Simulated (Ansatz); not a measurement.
# TiAl₂: what the fields show

Input

```
crystal:
  lattice:
    - [-3.9006678793, 0.0, 0.0]
    - [0.0, 0.0, -3.9724249782]
    - [0.0, -18.0525533426, 0.0]
  atoms:
    - { symbol: Ti, position: [0.0, 0.0, 0.2712075079] }
    - { symbol: Ti, position: [0.5, 0.0, 0.6050260297] }
    - { symbol: Ti, position: [0.0, 0.0, 0.0626110139] }
    - { symbol: Ti, position: [0.5, 0.0, 0.3964295357] }
    - { symbol: Al, position: [1.0, 0.0, 0.5007277827] }
    - { symbol: Al, position: [0.5, 0.0, 0.1669092609] }
    - { symbol: Al, position: [0.0, 0.5, 0.3852908263] }
    - { symbol: Al, position: [0.5, 0.5, 0.0514723045] }
    - { symbol: Al, position: [0.0, 0.5, 0.616164739] }
    - { symbol: Al, position: [0.5, 0.5, 0.2823462172] }
    - { symbol: Al, position: [0.0, 0.5, 0.1669092609] }
    - { symbol: Al, position: [0.5, 0.5, 0.5007277827] }
basis:
  ecutwfc: 420
kpoints:
  mp_grid: { grid: [12, 12, 4] }
hamiltonian:
  xc: pbesol
scf:
  occupations: { method: gaussian, width: 0.15 }
output:
  forces: true
  stress: true
  eigenvalues: true
  write_density: true
  write_potential: true
  elf: true
  volumetric_format: npy
```

Command:

```sh
ansatz run input.yaml --threads 2 --pin off --max-ram 5120MiB --backend cpu --events-out ev --progress --plain --runs-dir out
```

Below, planes, directions and counts refer to the conventional cell (a = 3.90 Å, b = 3.97 Å, c = 18.05 Å, α = 90.00°, β = 90.00°, γ = 90.00°).

Space group Pmma; not relaxed (largest force 0.6 eV/Å); computed without spin polarisation.

These are results of DFT PBEsol, scalar-relativistic, plane waves, PAW (Ansatz 0.2.0), not measurements.

In a PAW calculation such maps are meaningful between the atoms, not at the nuclei.

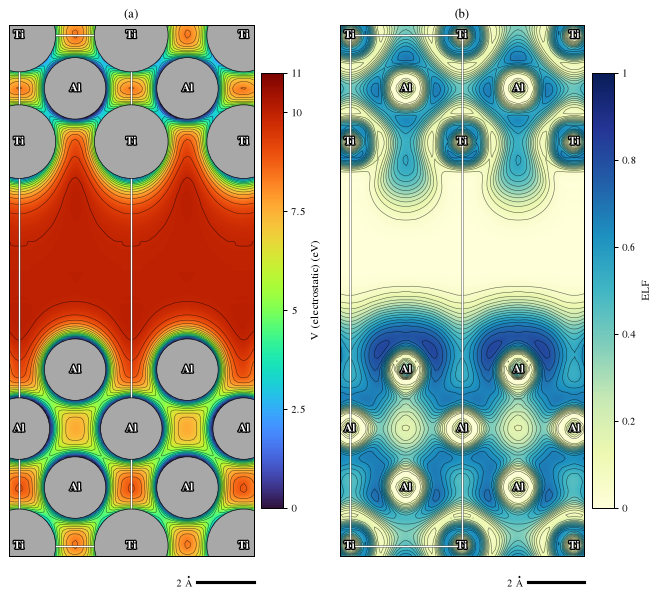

Figure 1. (a) electrostatic potential (local pseudopotential plus Hartree) felt by an electron; (b) ELF on the (100) plane of the conventional cell. Grey discs cover the atomic cores in the potential map.

What do the fields say about this system?

- The section cuts through Ti and Al sites.
- Ti–Al (2.74 Å): the ELF is about 0.30 at the midpoint.
- Al–Al (2.88 Å): the ELF peaks at about 0.65 between the atoms.
- Ti–Al (2.86 Å): the ELF is about 0.40 at the midpoint.
- The features right at Ti lie inside the PAW spheres, where the map follows smoothed inner orbitals and isn't to be read closely.
- Outside the cores the potential energy rises away from the atoms and is highest about 2.6 Å from the nearest atoms; its zero is arbitrary.

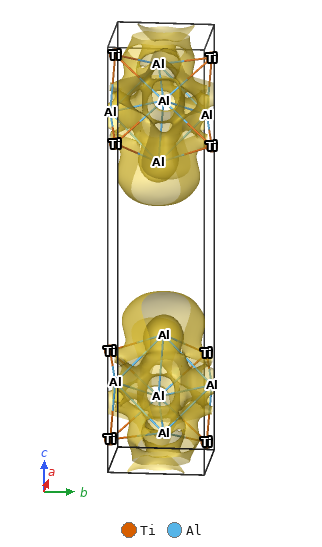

Figure 2. Isosurface of the ELF at 0.6 (yellow), seen at an oblique angle. Only the valence region is drawn (cores and ρ < 0.01 e/Å³ removed). Sticks mark near contacts.

Where are the electrons localised?

The surface consists of sheets that run through the cell in two directions, counted in one cell of 12 atoms. Any copies at cell faces, edges or corners count once.


Al–Al (2.69 Å): the ELF peaks at about 0.70 between the atoms. Ti–Al (2.71 Å): the ELF is about 0.35 at the midpoint.

Does the calculation give a band gap?

It is metallic or semimetallic at this level of theory: no gap opens.
